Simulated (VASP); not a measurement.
# Pressure and energy of body-centred cubic titanium (Im-3m) against volume with r2SCAN

Titanium brings four valence electrons per atom to its s and d bands. At ambient pressure the pure metal takes the body-centred cubic form only when hot. All seven members are this one crystal at different volumes.

My brief is an elastic element of cubic titanium squeezed evenly from all sides. It should store at least 30 J per cm³ of unloaded metal under a load of no more than 7 GPa, and among the volumes that pass I take the one that stores most. The pressure comes from the stress tensor and is positive in compression. The energy is counted per atom from the lowest point of the series, and the volume change from the minimum of the fitted energy curve.

## Calculations

A cell from a diffraction database, relaxed at this level and then scaled evenly, fractional positions kept. VASP 6.6.1, plane waves with PAW, r2SCAN, cutoff 400 eV, k mesh 10×10×10, no spin polarisation, no spin-orbit coupling, static lattice. A Birch-Murnaghan fit to the energies has its minimum at 17.29 Å³ per atom.

Notes on method and selection:

- The pressure is that of a finite plane-wave basis, so it need not vanish exactly at the minimum of the energy.
- Only series whose fit has its minimum inside the range and an error under 0.5 meV per atom are shown.
- Where rows or columns differ in functional or spin-orbit coupling, non-spherical gradient terms in the PAW spheres (LASPH) may be on in some and off in others.
- Runs that did not converge, have known faults or may not be shown are not listed, and runs on Ansatz's PAW sets soft_1 and soft_2 are kept to separate tables.

Columns:

- volume change (%): volume relative to the fitted equilibrium volume.
- pressure (GPa): pressure from the stress tensor (positive: compressed).
- energy (meV/atom): energy per atom above the lowest point of the series.

Input lines of one member:

```
PREC = Accurate
ENCUT = 400
EDIFF = 1E-06
NELM = 100
ISMEAR = 1
SIGMA = 0.2
LREAL = .FALSE.
ALGO = Normal
METAGGA = R2SCAN
LASPH = .TRUE.
NBANDS = 12
LORBIT = 11
KPAR = 2
ISIF = 2
```

Command (options for logging and memory left out): `mpirun -np 2 vasp_std`

## Data

| member | volume change (%) | pressure (GPa) | energy (meV/atom) |
| --- | --- | --- | --- |
| 16.16 Å³ | −6.58 | 7.62 | 28.3 |
| 16.50 Å³ | −4.60 | 4.89 | 13.3 |
| 16.84 Å³ | −2.61 | 2.40 | 4.0 |
| 17.19 Å³ | −0.62 | 0.04 | 0.0 |
| 17.53 Å³ | 1.37 | −2.11 | 0.8 |
| 17.87 Å³ | 3.35 | −4.08 | 6.2 |
| 18.22 Å³ | 5.34 | −5.91 | 15.6 |

pressure (GPa) against volume change (%):

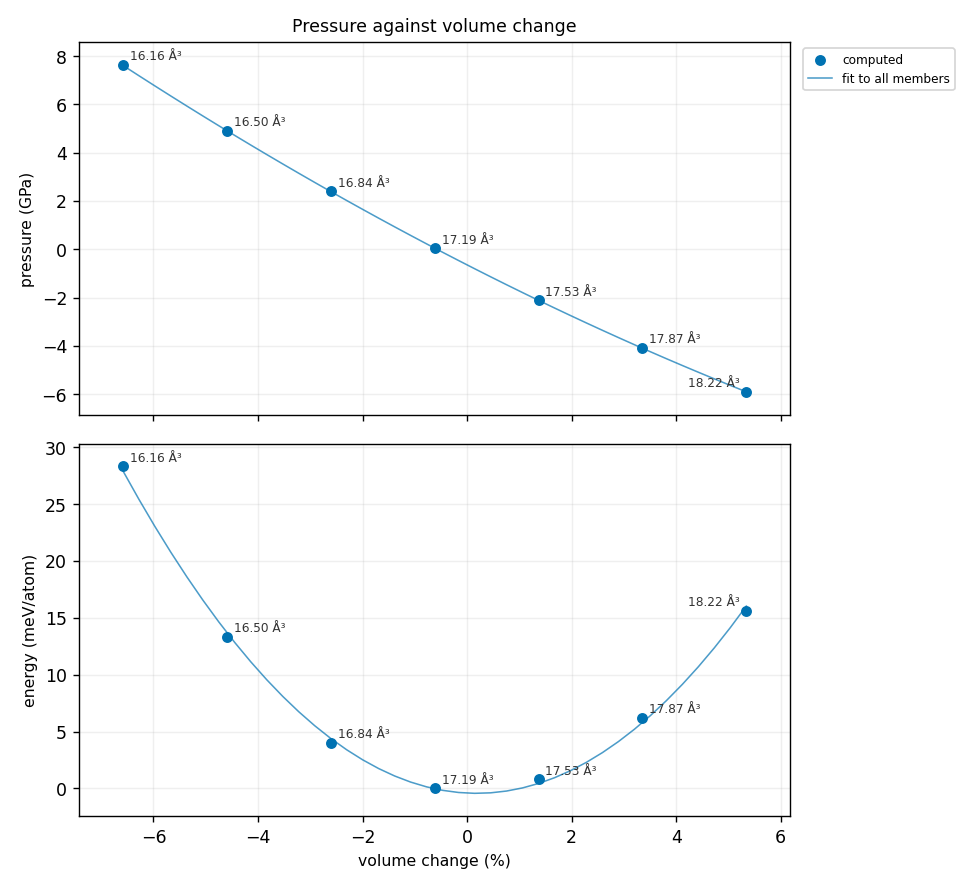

Least-squares fits to the whole series, with x = volume change (%); R² and errors in the fitted variable (y, or ln y where the fit is in ln y):

| y | members | fit | R² | rms residual | leave-one-out rms | the same for the mean of the others |
| --- | --- | --- | --- | --- | --- | --- |
| pressure (GPa) | 7 | y = −0.64651 − 1.1048 x + 0.022687 x² | 1.00 | 0.014 | 0.033 | 5.3 |
| energy (meV/atom) | 7 | y = −0.4113 − 0.2284 x + 0.6188 x² | 1.00 | 0.38 | 1.0 | 11 |

## Mechanism

The pressure falls at every step, from 7.62 GPa at −6.58 % to −5.91 GPa at +5.34 %, and the fall slows as the cell grows. Between the two smallest cells the slope is (4.89 − 7.62) / (6.58 − 4.60) = −1.38 GPa per percent; between the two largest it is (−5.91 + 4.08) / (5.34 − 3.35) = −0.92. At zero volume change the fitted slope of −1.1048 GPa per percent gives a bulk modulus $B = -V\,dP/dV$ of about 110 GPa.

The energy shows the same stiffening. Divided by the square of the volume change, it is 28.3 / 6.58² = 0.654 meV per atom at the compressed end and 15.6 / 5.34² = 0.547 at the expanded end. The usual reason is that the kinetic energy of the electrons and the overlap of closed shells rise faster on shortening the bonds than the d bonding gains. The columns show the sum of these terms, not their shares.

The two curves do not share a zero. Where the fitted energy has its minimum, the pressure fit gives −0.65 GPa. The stress is evaluated for a fixed set of plane waves. Stretching the cell with that set lowers the effective cutoff and raises the energy, which adds a negative pressure.

I can check the size from the energies, since $P = -dE/dV$ and 1 meV/Å³ is 0.1602 GPa. Between the end rows the mean pressure should be (28.3 − 15.6) / (18.22 − 16.16) × 0.1602 = 0.99 GPa. The tabulated pressures average 0.33 GPa by the trapezoid rule, so the offset is 0.33 − 0.99 = −0.66 GPa.

## Outliers

Largest departures from the fit to the whole series:

| member | pressure (GPa) | fit | computed − fit | in rms residuals |
| --- | --- | --- | --- | --- |
| 16.50 Å³ | 4.89 | 4.92 | −0.03 | 1.9 |
| 16.16 Å³ | 7.62 | 7.61 | +0.01 | 1.1 |
| 17.87 Å³ | −4.08 | −4.09 | +0.01 | 0.9 |
| 18.22 Å³ | −5.91 | −5.90 | −0.01 | 0.8 |

The row at 17.19 Å³ looks odd at first, with almost no pressure and the lowest energy although it sits at −0.62 %. I trust it: it is the relaxed cell, and the relaxation followed the stress to its own zero, slightly below the volume of the energy minimum.

In pressure the largest departure from the quadratic fit is −0.03 GPa, at 16.50 Å³, which is too small to matter here.

The energy fit misses by about 0.4 meV per atom at six of the seven rows, in an orderly pattern: the computed energy is above the fit at 16.16 Å³, below it at 16.50 and 16.84, above it at 17.53 and 17.87, and below it again at 18.22. That is the mark of a missing cubic term, the same asymmetry that makes compression cost more than expansion. The fault lies with the parabola and not with the runs.

## Choosing a member

The three expanded rows drop out because the element is squeezed, and 17.19 Å³ drops out because it stores practically nothing. For the other three I correct the pressure for the finite basis, $p = P + 0.66$ GPa, and turn the energy into a density, $u = 160.2\,E/V_0$ in J per cm³, with $E$ in meV per atom and $V_0$ = 17.29 Å³.

- 16.16 Å³: $p$ = 7.62 + 0.66 = 8.28 GPa and $u$ = 160.2 × 28.3 / 17.29 = 262 J per cm³. It fails on load.
- 16.50 Å³: $p$ = 4.89 + 0.66 = 5.55 GPa and $u$ = 160.2 × 13.3 / 17.29 = 123 J per cm³. It passes.
- 16.84 Å³: $p$ = 2.40 + 0.66 = 3.06 GPa and $u$ = 160.2 × 4.0 / 17.29 = 37 J per cm³. It passes.

The pick is 16.50 Å³ and the runner-up is 16.84 Å³. At the pick the volume ratio is 1 − 4.60 / 100 = 0.954, so each edge of a 10 mm cube shortens by 10 × (1 − 0.954^(1/3)) = 0.16 mm.

Two errors have to be carried. Taken step by step, the basis offset varies between about −0.6 and −0.8 GPa, so I allow 0.2 GPa. For the stiffness of a metal at this level I allow roughly 10 %, which scales pressure and stored energy alike. The pick then stays below about 6.3 GPa, the smallest cell stays above the limit at 0.9 × 8.28 − 0.2 = 7.25 GPa, and the runner-up still stores about 33 J per cm³. Because I work with volume changes, an error in the equilibrium volume itself largely cancels.

The pick would fall if something added more than 7 − 5.55 = 1.45 GPa at that volume. Heat adds pressure of this sign, and the runner-up would then take its place as long as its own load stayed under the limit. For the smallest cell to win, its pressure would have to be overestimated by a factor of 8.28 / 7 = 1.18.

## Conclusions and limits

From −6.58 % to +5.34 % cubic titanium stiffens steadily on compression at this level, and a pressure read from the stress needs about 0.7 GPa added before it agrees with the energies.

Two omitted effects exceed the 28.3 meV per atom that the series spans. Lattice vibrations add about $3k_BT$, roughly 0.3 eV per atom at 1000 K. Most of that is common to all rows, but it brings a thermal pressure of about $3\gamma k_BT/V$. With a Grüneisen parameter $\gamma$ near 1 that is roughly +2 GPa, enough to unseat my pick in a hot device. The other is the change of structure: without heat, the cubic lattice can lower its energy by distorting towards the hexagonal form. Even scaling preserves the cubic symmetry and so never reveals this. Since the pure metal needs heat to stay cubic, my pick ranks volumes of an ideal static lattice and is not yet a design for a real part.

[Logs are printed without paths, hosts, clocks, repeated set-up lines and the standing remarks that a program may print on its own settings, such as how far it seeks lower states.]
